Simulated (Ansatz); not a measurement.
**Li: molecular dynamics (part 1 of 2)**

- system: Li (P1, 16 atoms in the cell)
- method: DFT PBE, scalar-relativistic, plane waves, PAW, no spin polarisation (Ansatz 0.2.0)

The structure was built on a prototype by a generator; it need not be a known phase. It belongs to a series of runs on one base structure; here: dynamics from the last frame of the run before.

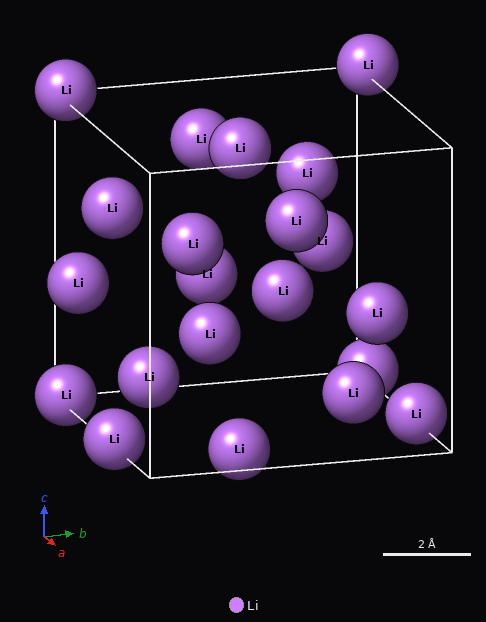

*The starting structure (spheres-only view of the cell of the calculation, seen slightly off an axis).*

Results in brief

| quantity | value |
| --- | --- |
| outcome | finished |
| mean temperature over the second half | 1480 K |
| trajectory | 270 steps, 270 fs |
| ensemble | npt_langevin |
| temperature in the input | 1260.0 K |
| time step | 1 fs |
| space group of the start (tolerance 0.01 Å) | P1 (1) |
| electrons treated | 48 |
| potential energy (free energy of the electrons) (last step) | −3271.5916 eV |
| Fermi energy (last step) | 0.037 eV |
| pressure (without the kinetic term) (last step) | −1.20 GPa |
| largest force (length of the vector) (last step) | 0.760 eV/Å |
| hardware | 1 thread of Intel Xeon (Sapphire Rapids), 16 GiB of memory available, shared host |
| wall time | 19 min |
| peak memory | 0.69 GiB |

The input asks for low accuracy. So short a trajectory is not equilibrated. The logged temperature at the start can lie below the typed one, since it is counted over all degrees of freedom.

Input
```yaml
accuracy: low
crystal:
  lattice:
    - [7.312873, 0.0, 0.0]
    - [0.0, 7.312873, 0.0]
    - [0.0, 0.0, 7.312873]
  atoms:
    - { symbol: Li, position: [0.06532986, 0.0153412, 0.02163504] }
    - { symbol: Li, position: [0.67290395, -0.01486289, 0.04215418] }
    - { symbol: Li, position: [-0.02621021, 0.49332933, -0.20359738] }
    - { symbol: Li, position: [0.03826694, 0.06468967, 0.37814188] }
    - { symbol: Li, position: [0.30998034, 0.21242449, 0.12904653] }
    - { symbol: Li, position: [0.50581557, 0.45451986, -0.08805829] }
    - { symbol: Li, position: [0.48605627, -0.08546462, 0.32784005] }
    - { symbol: Li, position: [0.90571096, 0.32538396, 0.04283541] }
    - { symbol: Li, position: [0.15542517, 0.45301081, 0.40640252] }
    - { symbol: Li, position: [0.14371285, 0.70855483, 0.32713167] }
    - { symbol: Li, position: [0.2998238, 0.09589501, 0.6911905] }
    - { symbol: Li, position: [0.62585576, 0.31591707, 0.34817628] }
    - { symbol: Li, position: [0.84442236, 0.72244654, 0.17821526] }
    - { symbol: Li, position: [0.74927344, 0.21976095, 0.68450973] }
    - { symbol: Li, position: [0.17414441, 0.78071032, 0.71575438] }
    - { symbol: Li, position: [0.53980315, 0.71557429, 0.5951302] }
basis:
  ecutwfc: 420.0
kpoints:
  mp_grid: { grid: [2, 2, 2] }
hamiltonian:
  xc: pbe
scf:
  occupations: { method: fermi_dirac, width: 0.16 }
  lower_state_search: "off"
md:
  timestep: 1
  n_steps: 270
  ensemble: npt_langevin
  temperature: 1260.0
  initial_velocities: maxwell_boltzmann
  seed: 624614
  friction: 0.01
  pressure: 0.0
  fix_cell: [angles]
```

Run as:
```bash
ansatz run input.yaml --threads 1 --pin off --max-ram 3072MiB --backend cpu --events-out ev --progress --plain --runs-dir out
```

Output
```
Warning: md: disabling space-group detection — thermal motion breaks the input geometry's symmetry, so no spatial operation reduces the k-mesh or symmetrises the density; time reversal is kept, so that k and −k are solved as one point where they differ and the mesh holds both, and exact exchange and, on two spinor components, a DFT+U term hold to it where the run has them: on two components no moment then forms, and a state that bears one, which a typed moment (crystal.atoms[].spin; refused beside efield: under a hybrid functional) reaches, can lie lower, under hf by electronvolts; crystal.symmetry.detect: false (a key that needs symmetry detection or time reversal refuses this as the deck is read) with time_reversal: false beside it drops time reversal too
band count auto-derived: 42 (N_el = 48.0; filled up to band 24; 40 by the electrons, moments and atoms)
Engine: ansatz 0.2.0, x86_64-unknown-linux-gnu
Pseudopotentials: kind: paw
Pseudopotential: Li, paw, valence charge 3, recommended cutoff 420 eV (normal), Li.paw.azcp
Functional definition: PBE
  parameter kappa = 0.804
  parameter beta = 0.06672455060314922
  exchange = pbe_x(kappa = kappa, mu = beta*pi^2/3)
  correlation = pbe_c(beta = beta)
Crystal: 16 atoms, lattice volume = 391.079 Å³
Basis set: ecut = 420 eV (smoothed over ±3.0 %; plane waves to 437.0 eV, density to 1747.9 eV), 8217 PW (Γ), exchange–correlation on 100×100×100 points (8 copies of the dense FFT grid, shifted against one another)
Bands: 42, of which v1, the nominal top of the filled ones, is band 24 counted from 1 (23 counted from 0)
Symmetry: 1 space group operations
k-points: 8
Non-local potential: Li, projectors of the file, l = 0: 3, l = 1: 2, l = 2: 1
PAW form: soft (Blöchl's): semilocal exchange-correlation on the pseudo side does not see the compensation charge
PAW one-centre angular grid: Li, 110 points (default); XC on 64 Gauss nodes
Initial density: superposition of atomic densities (neutral atoms: chi_scale 0, normalization atom), corrected by the library's trained network
Initial wavefunctions: pseudopotential atomic-orbital guess
Functional: x = pbe(κ = 0.804, μ = 0.2195149727645171), c = pbe(β = 0.06672455060314922)
SCF iter   1: F=—  HF=-3270.753100 eV  |F-HF|=—  |Δ(HF+E_count)|=         —  Δρ=1.67e-3  dr2=7.07e-2  ethr=1.77e-3  ⟨swp⟩=13.4  Hψ=2272  notcnv=0
preconditioner: auto → Kerker (q_TF=auto, 1.923 Å⁻¹)  [metal: Δε(μ)=0.086 eV  Ē_g=3.664 eV  σ=0.160 eV  W_gap=0.13  n_scr=56 (ndim 8)  ℏωp=7.5 eV  f_vac=0.000  D(μ)=8.53/eV (n_scr^D=56)]
SCF iter   2: F=—  HF=-3270.745710 eV  |F-HF|=—  |Δ(HF+E_count)|=   7.39e-3  Δρ=1.00e-3  dr2=2.30e-2  ethr=1.47e-4  ⟨swp⟩=1.0  Hψ=400  notcnv=0
SCF iter   3: F=—  HF=-3270.742507 eV  |F-HF|=—  |Δ(HF+E_count)|=   3.20e-3  Δρ=2.01e-4  dr2=4.35e-4  ethr=4.78e-5  ⟨swp⟩=1.0  Hψ=336  notcnv=0
SCF iter   4: F=—  HF=-3270.742474 eV  |F-HF|=—  |Δ(HF+E_count)|=   3.33e-5  Δρ=3.78e-5  dr2=2.07e-5  ethr=9.07e-7  ⟨swp⟩=1.8  Hψ=363  notcnv=0
SCF iter   5: F=—  HF=-3270.742496 eV  |F-HF|=—  |Δ(HF+E_count)|=   2.15e-5  Δρ=1.19e-5  dr2=1.82e-6  ethr=4.32e-8  ⟨swp⟩=2.5  Hψ=434  notcnv=0
SCF iter   6: F=—  HF=-3270.742422 eV  |F-HF|=—  |Δ(HF+E_count)|=   7.32e-5  Δρ=2.94e-6  dr2=1.35e-7  ethr=3.79e-9  ⟨swp⟩=1.5  Hψ=348  notcnv=0
SCF iter   7: F=-3270.742422 eV  HF=-3270.742422 eV  |F-HF|=3.89e-10  |Δ(HF+E_count)|=   3.17e-9  Δρ=8.64e-7  dr2=7.93e-9  ethr=3.33e-11  ⟨swp⟩=4.0  Hψ=838  notcnv=0
SCF 1 converged in 7 iterations: F = -3270.742422 eV  dr2 = 7.93e-9
  greatest PAW one-centre occupation: 1.000 electrons in one spin orbital (limit 2), on the Li atom at site 0 (counted from 0), in its partial waves of l = 0
md step     0: t =     0.00 fs  T =  1181.3 K  F+E_penalty+E_count = -3270.74242239 eV  E_kin = 2.443014 eV  conserved = -3268.94750296 eV  P_inst = 0.7588 GPa  V = 391.0786 Å³  selection 1  (7 SCF iters)
Crystal: 16 atoms, lattice volume = 391.088 Å³
Initial density: handed on by an earlier stage of this run
Initial wavefunctions: those handed on with the density
iter 1 solved again at ethr=9.89e-6 eV; its pass at ethr=3.10e-3 eV (dr2=4.75e-3 eV) is discarded
SCF iter   1: F=—  HF=-3270.741334 eV  |F-HF|=—  |Δ(HF+E_count)|=         —  Δρ=4.39e-4  dr2=4.74e-3  ethr=9.89e-6  ⟨swp⟩=1.0  Hψ=1641  notcnv=0
preconditioner: auto → Kerker (q_TF=auto, 1.923 Å⁻¹)  [metal: Δε(μ)=0.067 eV  Ē_g=3.657 eV  σ=0.160 eV  W_gap=0.10  n_scr=56 (ndim 8)  ℏωp=7.5 eV  f_vac=0.000  D(μ)=8.67/eV (n_scr^D=56)]
SCF iter   2: F=—  HF=-3270.740754 eV  |F-HF|=—  |Δ(HF+E_count)|=   5.80e-4  Δρ=2.70e-4  dr2=1.75e-3  ethr=9.87e-6  ⟨swp⟩=1.0  Hψ=336  notcnv=0
SCF iter   3: F=—  HF=-3270.740399 eV  |F-HF|=—  |Δ(HF+E_count)|=   3.55e-4  Δρ=4.29e-5  dr2=3.31e-5  ethr=3.64e-6  ⟨swp⟩=1.4  Hψ=339  notcnv=0
SCF iter   4: F=—  HF=-3270.740409 eV  |F-HF|=—  |Δ(HF+E_count)|=   9.72e-6  Δρ=9.58e-6  dr2=1.27e-6  ethr=6.90e-8  ⟨swp⟩=2.0  Hψ=398  notcnv=0
SCF iter   5: F=—  HF=-3270.740330 eV  |F-HF|=—  |Δ(HF+E_count)|=   7.82e-5  Δρ=3.10e-6  dr2=1.34e-7  ethr=2.64e-9  ⟨swp⟩=1.9  Hψ=353  notcnv=0
SCF iter   6: F=-3270.740330 eV  HF=-3270.740330 eV  |F-HF|=3.63e-9  |Δ(HF+E_count)|=   8.55e-9  Δρ=7.30e-7  dr2=9.11e-9  ethr=3.33e-11  ⟨swp⟩=4.0  Hψ=845  notcnv=0
SCF 2 converged in 6 iterations: F = -3270.740330 eV  dr2 = 9.11e-9
md step     1: t =     1.00 fs  T =  1317.7 K  F+E_penalty+E_count = -3270.74033044 eV  E_kin = 2.725213 eV  conserved = -3268.94761076 eV  P_inst = 0.8380 GPa  V = 391.0875 Å³  selection 1  (6 SCF iters)
[... from here on the SCF iterations and repeated set-up lines of each step are left out, up to the last step ...]
SCF 3 converged in 6 iterations: F = -3270.747229 eV  dr2 = 8.76e-9
md step     2: t =     2.00 fs  T =  1309.7 K  F+E_penalty+E_count = -3270.74722914 eV  E_kin = 2.708613 eV  conserved = -3268.94758190 eV  P_inst = 0.8343 GPa  V = 391.0875 Å³  selection 1  (6 SCF iters)
md step     3: t =     3.00 fs  T =  1340.0 K  F+E_penalty+E_count = -3270.75684129 eV  E_kin = 2.771292 eV  conserved = -3268.94766328 eV  P_inst = 0.8520 GPa  V = 391.0530 Å³  selection 1  (6 SCF iters)
md step     4: t =     4.00 fs  T =  1336.0 K  F+E_penalty+E_count = -3270.77376195 eV  E_kin = 2.763035 eV  conserved = -3268.94781724 eV  P_inst = 0.8466 GPa  V = 391.0601 Å³  selection 1  (6 SCF iters)
md step     5: t =     5.00 fs  T =  1291.6 K  F+E_penalty+E_count = -3270.79586729 eV  E_kin = 2.671207 eV  conserved = -3268.94780960 eV  P_inst = 0.8139 GPa  V = 391.1613 Å³  selection 1  (4 SCF iters)
md step     6: t =     6.00 fs  T =  1301.9 K  F+E_penalty+E_count = -3270.82555817 eV  E_kin = 2.692519 eV  conserved = -3268.94781511 eV  P_inst = 0.8067 GPa  V = 391.3235 Å³  selection 1  (4 SCF iters)
md step     7: t =     7.00 fs  T =  1292.4 K  F+E_penalty+E_count = -3270.86262865 eV  E_kin = 2.672835 eV  conserved = -3268.94783217 eV  P_inst = 0.7836 GPa  V = 391.4625 Å³  selection 1  (5 SCF iters)
md step     8: t =     8.00 fs  T =  1375.1 K  F+E_penalty+E_count = -3270.89981883 eV  E_kin = 2.844006 eV  conserved = -3268.94787645 eV  P_inst = 0.8125 GPa  V = 391.5549 Å³  selection 1  (4 SCF iters)
md step     9: t =     9.00 fs  T =  1467.3 K  F+E_penalty+E_count = -3270.93892967 eV  E_kin = 3.034712 eV  conserved = -3268.94804813 eV  P_inst = 0.8450 GPa  V = 391.7280 Å³  selection 1  (4 SCF iters)
md step    10: t =    10.00 fs  T =  1518.7 K  F+E_penalty+E_count = -3270.97905649 eV  E_kin = 3.140891 eV  conserved = -3268.94796562 eV  P_inst = 0.8514 GPa  V = 391.9926 Å³  selection 1  (6 SCF iters)
md step    11: t =    11.00 fs  T =  1416.9 K  F+E_penalty+E_count = -3271.01486943 eV  E_kin = 2.930328 eV  conserved = -3268.94776857 eV  P_inst = 0.7693 GPa  V = 392.3490 Å³  selection 1  (5 SCF iters)
md step    12: t =    12.00 fs  T =  1328.5 K  F+E_penalty+E_count = -3271.04518581 eV  E_kin = 2.747531 eV  conserved = -3268.94765247 eV  P_inst = 0.6949 GPa  V = 392.7825 Å³  selection 1  (5 SCF iters)
md step    13: t =    13.00 fs  T =  1358.2 K  F+E_penalty+E_count = -3271.07565546 eV  E_kin = 2.809052 eV  conserved = -3268.94758467 eV  P_inst = 0.6860 GPa  V = 393.2297 Å³  selection 1  (5 SCF iters)
md step    14: t =    14.00 fs  T =  1385.7 K  F+E_penalty+E_count = -3271.11144271 eV  E_kin = 2.865801 eV  conserved = -3268.94756369 eV  P_inst = 0.6728 GPa  V = 393.6831 Å³  selection 2  (8 SCF iters)
md step    15: t =    15.00 fs  T =  1380.9 K  F+E_penalty+E_count = -3271.15004913 eV  E_kin = 2.855879 eV  conserved = -3268.94762715 eV  P_inst = 0.6418 GPa  V = 394.1028 Å³  selection 2  (6 SCF iters)
md step    16: t =    16.00 fs  T =  1398.3 K  F+E_penalty+E_count = -3271.18780717 eV  E_kin = 2.891884 eV  conserved = -3268.94763276 eV  P_inst = 0.6237 GPa  V = 394.5658 Å³  selection 2  (5 SCF iters)
md step    17: t =    17.00 fs  T =  1447.6 K  F+E_penalty+E_count = -3271.22653797 eV  E_kin = 2.993782 eV  conserved = -3268.94776233 eV  P_inst = 0.6221 GPa  V = 395.1300 Å³  selection 2  (4 SCF iters)
md step    18: t =    18.00 fs  T =  1423.0 K  F+E_penalty+E_count = -3271.26625069 eV  E_kin = 2.943016 eV  conserved = -3268.94777701 eV  P_inst = 0.5792 GPa  V = 395.7194 Å³  selection 2  (5 SCF iters)
md step    19: t =    19.00 fs  T =  1436.7 K  F+E_penalty+E_count = -3271.30872830 eV  E_kin = 2.971417 eV  conserved = -3268.94786926 eV  P_inst = 0.5576 GPa  V = 396.2771 Å³  selection 2  (5 SCF iters)
md step    20: t =    20.00 fs  T =  1511.2 K  F+E_penalty+E_count = -3271.35258649 eV  E_kin = 3.125370 eV  conserved = -3268.94790869 eV  P_inst = 0.5694 GPa  V = 396.8228 Å³  selection 2  (6 SCF iters)
md step    21: t =    21.00 fs  T =  1606.3 K  F+E_penalty+E_count = -3271.39989815 eV  E_kin = 3.322044 eV  conserved = -3268.94799911 eV  P_inst = 0.5906 GPa  V = 397.3952 Å³  selection 3  (9 SCF iters)
md step    22: t =    22.00 fs  T =  1537.2 K  F+E_penalty+E_count = -3271.45551758 eV  E_kin = 3.179134 eV  conserved = -3268.94808788 eV  P_inst = 0.5178 GPa  V = 397.9386 Å³  selection 3  (6 SCF iters)
md step    23: t =    23.00 fs  T =  1555.8 K  F+E_penalty+E_count = -3271.51672245 eV  E_kin = 3.217598 eV  conserved = -3268.94811865 eV  P_inst = 0.4955 GPa  V = 398.3444 Å³  selection 3  (5 SCF iters)
md step    24: t =    24.00 fs  T =  1620.9 K  F+E_penalty+E_count = -3271.58213352 eV  E_kin = 3.352242 eV  conserved = -3268.94824266 eV  P_inst = 0.4993 GPa  V = 398.6833 Å³  selection 3  (5 SCF iters)
md step    25: t =    25.00 fs  T =  1677.5 K  F+E_penalty+E_count = -3271.64979559 eV  E_kin = 3.469372 eV  conserved = -3268.94837530 eV  P_inst = 0.4952 GPa  V = 399.1434 Å³  selection 3  (5 SCF iters)
md step    26: t =    26.00 fs  T =  1696.9 K  F+E_penalty+E_count = -3271.71417452 eV  E_kin = 3.509543 eV  conserved = -3268.94846874 eV  P_inst = 0.4701 GPa  V = 399.7028 Å³  selection 3  (4 SCF iters)
md step    27: t =    27.00 fs  T =  1724.2 K  F+E_penalty+E_count = -3271.77414978 eV  E_kin = 3.565960 eV  conserved = -3268.94860101 eV  P_inst = 0.4529 GPa  V = 400.2354 Å³  selection 3  (5 SCF iters)
md step    28: t =    28.00 fs  T =  1706.4 K  F+E_penalty+E_count = -3271.82760309 eV  E_kin = 3.529022 eV  conserved = -3268.94858815 eV  P_inst = 0.4166 GPa  V = 400.6744 Å³  selection 3  (5 SCF iters)
md step    29: t =    29.00 fs  T =  1738.4 K  F+E_penalty+E_count = -3271.87308989 eV  E_kin = 3.595267 eV  conserved = -3268.94861275 eV  P_inst = 0.4116 GPa  V = 401.0996 Å³  selection 3  (4 SCF iters)
md step    30: t =    30.00 fs  T =  1613.6 K  F+E_penalty+E_count = -3271.91259200 eV  E_kin = 3.337281 eV  conserved = -3268.94850351 eV  P_inst = 0.3200 GPa  V = 401.6143 Å³  selection 3  (6 SCF iters)
md step    31: t =    31.00 fs  T =  1642.3 K  F+E_penalty+E_count = -3271.94185737 eV  E_kin = 3.396605 eV  conserved = -3268.94854640 eV  P_inst = 0.3167 GPa  V = 402.1405 Å³  selection 3  (5 SCF iters)
md step    32: t =    32.00 fs  T =  1667.9 K  F+E_penalty+E_count = -3271.96077874 eV  E_kin = 3.449449 eV  conserved = -3268.94851643 eV  P_inst = 0.3163 GPa  V = 402.6931 Å³  selection 3  (5 SCF iters)
md step    33: t =    33.00 fs  T =  1639.5 K  F+E_penalty+E_count = -3271.96817893 eV  E_kin = 3.390708 eV  conserved = -3268.94841291 eV  P_inst = 0.2901 GPa  V = 403.2919 Å³  selection 3  (4 SCF iters)
md step    34: t =    34.00 fs  T =  1718.5 K  F+E_penalty+E_count = -3271.96440520 eV  E_kin = 3.554226 eV  conserved = -3268.94840249 eV  P_inst = 0.3284 GPa  V = 403.8303 Å³  selection 3  (4 SCF iters)
md step    35: t =    35.00 fs  T =  1670.1 K  F+E_penalty+E_count = -3271.95402550 eV  E_kin = 3.454042 eV  conserved = -3268.94833172 eV  P_inst = 0.3009 GPa  V = 404.3177 Å³  selection 3  (5 SCF iters)
md step    36: t =    36.00 fs  T =  1733.2 K  F+E_penalty+E_count = -3271.93307306 eV  E_kin = 3.584454 eV  conserved = -3268.94834802 eV  P_inst = 0.3409 GPa  V = 404.7549 Å³  selection 3  (5 SCF iters)
md step    37: t =    37.00 fs  T =  1774.6 K  F+E_penalty+E_count = -3271.90240265 eV  E_kin = 3.670145 eV  conserved = -3268.94833781 eV  P_inst = 0.3736 GPa  V = 405.1587 Å³  selection 3  (4 SCF iters)
md step    38: t =    38.00 fs  T =  1664.5 K  F+E_penalty+E_count = -3271.86940786 eV  E_kin = 3.442481 eV  conserved = -3268.94812661 eV  P_inst = 0.3242 GPa  V = 405.5448 Å³  selection 3  (5 SCF iters)
md step    39: t =    39.00 fs  T =  1637.2 K  F+E_penalty+E_count = -3271.83568105 eV  E_kin = 3.385992 eV  conserved = -3268.94807032 eV  P_inst = 0.3205 GPa  V = 405.9236 Å³  selection 3  (5 SCF iters)
md step    40: t =    40.00 fs  T =  1713.7 K  F+E_penalty+E_count = -3271.79961674 eV  E_kin = 3.544159 eV  conserved = -3268.94813406 eV  P_inst = 0.3744 GPa  V = 406.3139 Å³  selection 3  (7 SCF iters)
md step    41: t =    41.00 fs  T =  1775.8 K  F+E_penalty+E_count = -3271.76084113 eV  E_kin = 3.672706 eV  conserved = -3268.94807941 eV  P_inst = 0.4224 GPa  V = 406.7378 Å³  selection 3  (5 SCF iters)
md step    42: t =    42.00 fs  T =  1702.9 K  F+E_penalty+E_count = -3271.71753409 eV  E_kin = 3.521880 eV  conserved = -3268.94799541 eV  P_inst = 0.3981 GPa  V = 407.1852 Å³  selection 3  (5 SCF iters)
md step    43: t =    43.00 fs  T =  1592.1 K  F+E_penalty+E_count = -3271.67260523 eV  E_kin = 3.292722 eV  conserved = -3268.94779810 eV  P_inst = 0.3536 GPa  V = 407.6254 Å³  selection 3  (5 SCF iters)
md step    44: t =    44.00 fs  T =  1494.1 K  F+E_penalty+E_count = -3271.63095598 eV  E_kin = 3.090095 eV  conserved = -3268.94770486 eV  P_inst = 0.3170 GPa  V = 408.0422 Å³  selection 3  (5 SCF iters)
md step    45: t =    45.00 fs  T =  1519.5 K  F+E_penalty+E_count = -3271.59330641 eV  E_kin = 3.142514 eV  conserved = -3268.94773780 eV  P_inst = 0.3476 GPa  V = 408.4355 Å³  selection 3  (5 SCF iters)
md step    46: t =    46.00 fs  T =  1511.5 K  F+E_penalty+E_count = -3271.56394087 eV  E_kin = 3.125985 eV  conserved = -3268.94777813 eV  P_inst = 0.3573 GPa  V = 408.8639 Å³  selection 3  (5 SCF iters)
md step    47: t =    47.00 fs  T =  1470.1 K  F+E_penalty+E_count = -3271.54262828 eV  E_kin = 3.040462 eV  conserved = -3268.94784666 eV  P_inst = 0.3475 GPa  V = 409.2461 Å³  selection 3  (5 SCF iters)
md step    48: t =    48.00 fs  T =  1425.9 K  F+E_penalty+E_count = -3271.52489204 eV  E_kin = 2.948944 eV  conserved = -3268.94793748 eV  P_inst = 0.3360 GPa  V = 409.5383 Å³  selection 3  (5 SCF iters)
md step    49: t =    49.00 fs  T =  1472.9 K  F+E_penalty+E_count = -3271.50892423 eV  E_kin = 3.046243 eV  conserved = -3268.94804946 eV  P_inst = 0.3731 GPa  V = 409.8135 Å³  selection 3  (5 SCF iters)
md step    50: t =    50.00 fs  T =  1450.7 K  F+E_penalty+E_count = -3271.49061652 eV  E_kin = 3.000333 eV  conserved = -3268.94814622 eV  P_inst = 0.3739 GPa  V = 410.0918 Å³  selection 3  (6 SCF iters)
md step    51: t =    51.00 fs  T =  1534.0 K  F+E_penalty+E_count = -3271.46726299 eV  E_kin = 3.172471 eV  conserved = -3268.94832577 eV  P_inst = 0.4335 GPa  V = 410.3515 Å³  selection 3  (5 SCF iters)
md step    52: t =    52.00 fs  T =  1435.6 K  F+E_penalty+E_count = -3271.43649866 eV  E_kin = 2.969153 eV  conserved = -3268.94814447 eV  P_inst = 0.3982 GPa  V = 410.6391 Å³  selection 3  (5 SCF iters)
md step    53: t =    53.00 fs  T =  1416.7 K  F+E_penalty+E_count = -3271.40148684 eV  E_kin = 2.930046 eV  conserved = -3268.94822778 eV  P_inst = 0.4085 GPa  V = 410.9324 Å³  selection 3  (5 SCF iters)
md step    54: t =    54.00 fs  T =  1346.4 K  F+E_penalty+E_count = -3271.36313704 eV  E_kin = 2.784472 eV  conserved = -3268.94834356 eV  P_inst = 0.3918 GPa  V = 411.1817 Å³  selection 3  (5 SCF iters)
md step    55: t =    55.00 fs  T =  1352.9 K  F+E_penalty+E_count = -3271.32013957 eV  E_kin = 2.797989 eV  conserved = -3268.94832556 eV  P_inst = 0.4166 GPa  V = 411.4166 Å³  selection 3  (5 SCF iters)
```
